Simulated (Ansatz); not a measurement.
**Mending a band-structure calculation on PbO**

System: PbO (Pm-3m, 2 atoms in the cell).
Method of run A: DFT, PBE, plane waves, PAW, no spin polarisation (Ansatz 0.2.0).

Some settings of this run were made unusual or wrong on purpose. Text and figures count atoms from 1; the logs count them from 0 in places.

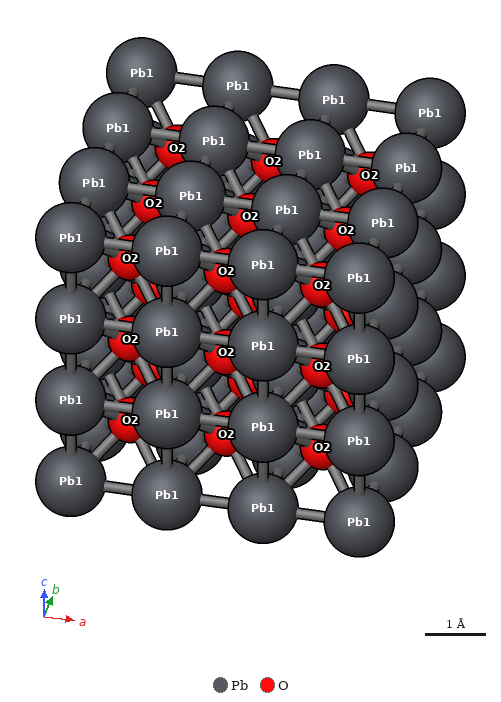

Fig. 1: The structure as given in the input (ball-and-stick view of the cell of the calculation, repeated 3 × 3 × 3, seen at an oblique angle; atoms are numbered from 1 in the order of the input). An atom can appear more than once, as a periodic image. Near neighbours in the periodic cell (some may lie outside the picture): Pb has 8 O at 1.44 Å and 6 Pb at 1.66 Å; O has 8 Pb at 1.44 Å.

Input file, run A:
```yaml
crystal:
  lattice:
    - [1.65802669, 0.0, 0.0]
    - [0.0, 1.65802669, 0.0]
    - [0.0, 0.0, 1.65802669]
  atoms:
    - { symbol: Pb, position: [0.0, 0.0, 0.0] }
    - { symbol: O, position: [0.5, 0.5, 0.5] }
kpoints:
  mp_grid: { grid: [13, 13, 13] }
  band_path:
    path:
      - [0.0, 0.0, 0.0]
      - [0.0, 0.5, 0.0]
      - [0.5, 0.5, 0.0]
      - [0.0, 0.0, 0.0]
      - [0.5, 0.5, 0.5]
      - [0.0, 0.5, 0.0]
      - [0.5, 0.5, 0.5]
      - [0.5, 0.5, 0.0]
    npoints: 8
scf:
  occupations: { method: fermi_dirac, width: 0.05 }
  max_iter: 50
hamiltonian:
  xc: pbe
  pseudopotentials: { kind: paw }
output:
  forces: true
  stress: true
  eigenvalues: true
  populations: true
```

Command:
```bash
ansatz run input.yaml --threads 1 --pin off --max-ram 2048MiB --backend cpu --events-out ev --progress --plain --runs-dir out
```

Hardware: 1 thread of Arm Neoverse V1, 24 GiB of memory available, shared host.

Output, shortened to warnings, some set-up lines, iterations and results (run A):
```
Basis set: ecut = 420 eV, 81 PW (Γ), exchange–correlation on 24×24×24 points (8 copies of the dense FFT grid, shifted against one another)
Symmetry: 48 space group operations
k-points: 84 of 2197
Initial density: superposition of atomic densities (neutral atoms: chi_scale 0, normalization atom), corrected by the library's trained network
[...]
SCF iter   1: F=—  HF=-12267.302361 eV  |F-HF|=—  |Δ(HF+E_count)|=         —  Δρ=8.27e-1  dr2=1.21e1  ethr=1.77e-3  ⟨swp⟩=24.6  Hψ=18701  notcnv=0  defer=1
SCF iter   2: F=—  HF=-12256.909670 eV  |F-HF|=—  |Δ(HF+E_count)|=    1.04e1  Δρ=2.11e-1  dr2=4.58e-1  ethr=1.77e-3  ⟨swp⟩=14.5  Hψ=10613  notcnv=0  defer=97
SCF iter   3: F=—  HF=-12256.422746 eV  |F-HF|=—  |Δ(HF+E_count)|=   4.87e-1  Δρ=7.20e-2  dr2=5.20e-2  ethr=1.77e-3  ⟨swp⟩=7.6  Hψ=4600  notcnv=0  defer=58
SCF iter   4: F=—  HF=-12256.372202 eV  |F-HF|=—  |Δ(HF+E_count)|=   5.05e-2  Δρ=2.58e-3  dr2=7.72e-5  ethr=2.60e-4  ⟨swp⟩=9.7  Hψ=6541  notcnv=0  defer=45
SCF iter   5: F=—  HF=-12256.372893 eV  |F-HF|=—  |Δ(HF+E_count)|=   6.90e-4  Δρ=6.90e-4  dr2=6.25e-6  ethr=3.86e-7  ⟨swp⟩=12.4  Hψ=8997  notcnv=0  defer=10
SCF iter   6: F=—  HF=-12256.372892 eV  |F-HF|=—  |Δ(HF+E_count)|=   7.22e-7  Δρ=1.64e-4  dr2=3.65e-7  ethr=3.13e-8  ⟨swp⟩=7.5  Hψ=5217  notcnv=0  defer=10
SCF iter   7: F=-12256.372892 eV  HF=-12256.372892 eV  |F-HF|=5.75e-9  |Δ(HF+E_count)|=   7.28e-8  Δρ=2.41e-5  dr2=7.66e-9  ethr=5.00e-10  ⟨swp⟩=47.7  Hψ=31892  notcnv=0
SCF 1 converged in 7 iterations: F = -12256.372892 eV  dr2 = 7.66e-9
  Residual-converged pass: ⟨swp⟩=1.5  Hψ=1574  notcnv=0  max |occ|·‖R‖ = 5.0e-6 eV (tolerance 6.7e-6 eV)  dr2=7.66e-9  dr2_onsite=3.13e-9  max |Δocc| = 2.1e-9
NSCF: frozen V_eff on 57 k-points
SCF converged after 7 iterations
Free energy (F): -12256.372892 eV
Harris-Foulkes:  -12256.372892 eV  (|F-HF|=5.75e-9)
Internal energy: -12256.368960 eV  (E = F + TS)
E sigma→0 (E₀):  -12256.370926 eV
Entropy (-TS):   -0.003932 eV (-1.966 meV/atom)
Fermi energy:    108.885717 eV
--- Per-component energies (eV) ---
  E_band       = 1478.663034
  E_kinetic    = 830.623237
  E_local      = 753.455918  (includes V_loc(G=0)·N_el)
  E_nonlocal   = 541.939852
  E_hartree    = 54.006373
  E_xc         = -350.721443
  E_vxc        = -296.387522  (∫ρ·V_xc dr)
  E_paw        = -10642.244518  (= ΣΔE_a)
  E_vpaw       = -458.986627  (= ΣTr[D̂ρ^β])
  E_aug_tail   = 0.004065  (compensation charges beyond the density's cutoff)
  E_ewald      = -3443.432443
  E_smearing   = -0.003932  (= −TS)
  E_closure    = -0.000000  (closes the sum)
  Σ components = -12256.372892   (vs F -12256.372892, Δ=0.00e0)
--- Forces (eV/Å), atoms counted from 1 ---
  atom   1  Pb    -0.00000000     0.00000000     0.00000000
  atom   2  O      0.00000000    -0.00000000    -0.00000000
  max |Σ_I F_I| component: 4.73e-30 eV/Å
--- Stress (GPa, compression-positive) ---
    12344.944774      -0.000000      -0.000000
       -0.000000   12344.944774       0.000000
        0.000000       0.000000   12344.944774
  P = ⅓ Tr σ = 12344.9448 GPa (123449.448 kbar)
--- Löwdin populations: 2 sites ---
  site symbol       q [e]
     0     Pb     11.3189
     1      O      6.4393
  spilling = 0.112087 (of n_electrons = 20.000000)
```

> Diagnose this run and give a change of the input that cures it.

This input holds a deliberate fault: a lattice far too small (`crystal.lattice`). The atoms are squeezed together and the pressure is enormous. The run converged all the same; its numbers are those of the faulty input and shouldn't be used.

A run of the same system that converges differs from this input as follows (lines with − go, lines with + come):
```diff
-    - [1.65802669, 0.0, 0.0]
-    - [0.0, 1.65802669, 0.0]
-    - [0.0, 0.0, 1.65802669]
+    - [3.214697746, 0.0, 0.0]
+    - [0.0, 3.214697746, 0.0]
+    - [0.0, 0.0, 3.214697746]
-  max_iter: 50
+  dos: { projected: true, de: 0.2, e_range: [-14, 8] }
```

Output, shortened to warnings, some set-up lines, iterations and results (run B):
```
Basis set: ecut = 420 eV, 619 PW (Γ), exchange–correlation on 48×48×48 points (8 copies of the dense FFT grid, shifted against one another)
Symmetry: 48 space group operations
k-points: 84 of 2197
Initial density: superposition of atomic densities (neutral atoms: chi_scale 0, normalization atom), corrected by the library's trained network
[...]
SCF iter   1: F=—  HF=-12472.561528 eV  |F-HF|=—  |Δ(HF+E_count)|=         —  Δρ=4.25e-3  dr2=7.26e-3  ethr=1.77e-3  ⟨swp⟩=5.8  Hψ=6745  notcnv=0
SCF iter   2: F=—  HF=-12472.559936 eV  |F-HF|=—  |Δ(HF+E_count)|=   1.59e-3  Δρ=1.54e-3  dr2=1.08e-3  ethr=3.63e-5  ⟨swp⟩=1.3  Hψ=1910  notcnv=0
SCF iter   3: F=—  HF=-12472.559810 eV  |F-HF|=—  |Δ(HF+E_count)|=   1.25e-4  Δρ=2.83e-4  dr2=2.30e-5  ethr=5.40e-6  ⟨swp⟩=2.2  Hψ=1736  notcnv=0
SCF iter   4: F=—  HF=-12472.559798 eV  |F-HF|=—  |Δ(HF+E_count)|=   1.23e-5  Δρ=8.09e-5  dr2=1.74e-6  ethr=1.15e-7  ⟨swp⟩=2.4  Hψ=1882  notcnv=0
SCF iter   5: F=—  HF=-12472.559799 eV  |F-HF|=—  |Δ(HF+E_count)|=   9.92e-7  Δρ=1.78e-5  dr2=1.01e-7  ethr=8.71e-9  ⟨swp⟩=2.0  Hψ=1853  notcnv=0
SCF iter   6: F=-12472.559799 eV  HF=-12472.559799 eV  |F-HF|=4.29e-10  |Δ(HF+E_count)|=  5.09e-10  Δρ=1.51e-6  dr2=3.41e-10  ethr=5.00e-10  ⟨swp⟩=5.0  Hψ=5303  notcnv=0
SCF 1 converged in 6 iterations: F = -12472.559799 eV  dr2 = 3.41e-10
NSCF: frozen V_eff on 57 k-points
SCF converged after 6 iterations
Free energy (F): -12472.559799 eV
Harris-Foulkes:  -12472.559799 eV  (|F-HF|=4.29e-10)
Internal energy: -12472.559728 eV  (E = F + TS)
E sigma→0 (E₀):  -12472.559763 eV
Entropy (-TS):   -0.000071 eV (-0.036 meV/atom)
Fermi energy:    11.168494 eV
--- Per-component energies (eV) ---
  E_band       = -4.651940
  E_kinetic    = 459.448897
  E_local      = -1127.465620  (includes V_loc(G=0)·N_el)
  E_nonlocal   = 398.152338
  E_hartree    = 428.552782
  E_xc         = -295.193825
  E_vxc        = -227.196123  (∫ρ·V_xc dr)
  E_paw        = -10560.056765  (= ΣΔE_a)
  E_vpaw       = -364.699104  (= ΣTr[D̂ρ^β])
  E_aug_tail   = 0.002371  (compensation charges beyond the density's cutoff)
  E_ewald      = -1775.999906
  E_smearing   = -0.000071  (= −TS)
  E_closure    = 0.000000  (closes the sum)
  Σ components = -12472.559799   (vs F -12472.559799, Δ=0.00e0)
--- Forces (eV/Å), atoms counted from 1 ---
  atom   1  Pb     0.00000000    -0.00000000    -0.00000000
  atom   2  O      0.00000000    -0.00000000    -0.00000000
  max |Σ_I F_I| component: 1.64e-29 eV/Å
--- Stress (GPa, compression-positive) ---
       -0.010613       0.000000       0.000000
        0.000000      -0.010613       0.000000
       -0.000000       0.000000      -0.010613
  P = ⅓ Tr σ = -0.0106 GPa (-0.106 kbar)
--- Löwdin populations: 2 sites ---
  site symbol       q [e]
     0     Pb     13.1578
     1      O      6.7586
  spilling = 0.004180 (of n_electrons = 20.000000)
```

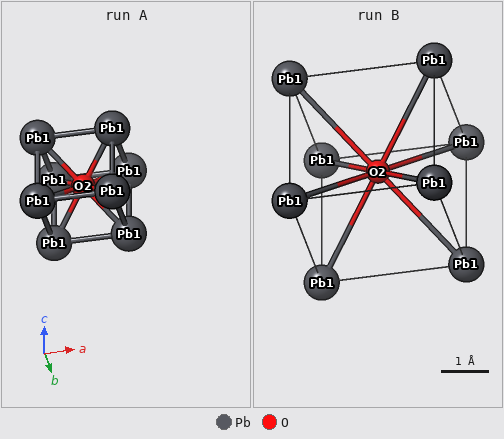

Fig. 2: The two input geometries at one scale (ball-and-stick view of the cell of the calculation, seen at an oblique angle). The atoms keep their places relative to the cell (all moves are under 0.005 Å). Cell: a = b = c 1.658 → 3.215 Å (+93.9 %). Volume +628.9 %. Among the contacts that change: Pb1–Pb1 1.658 → 3.215 Å, Pb1–O2 1.436 → 2.784 Å.

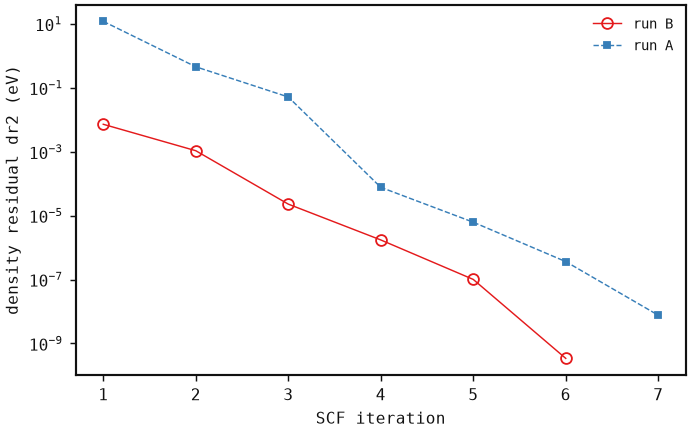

Fig. 3: Convergence of the two runs: density residual dr2 against the SCF iteration. Run B takes 6 iterations in all, and run A takes 7.

The two runs side by side:

```csv
quantity,run A,run B
outcome,converged,converged
free energy per atom (eV),−6128.1864,−6236.2799
"energy per atom, smearing taken to zero (eV)",−6128.1855,−6236.2799
pressure (GPa),12344.94,−0.01
volume per atom (Å³),2.28,16.61
largest force (eV/Å),0.000,0.000
SCF iterations,7,6
irreducible k-points,84,84
plane waves at Γ,81,619
wall time (shared host),2.6 s,3.4 s
```

With the same functional and potentials, run B lies 108093.5 meV per atom lower. The pressure goes from 12344.94 to −0.01 GPa. The volume per atom goes from 2.28 to 16.61 Å³. The SCF takes 6 iterations against 7. The plane waves at Γ go from 81 to 619.

Notes on run B: Spin–orbit coupling is left out, which matters for Pb.
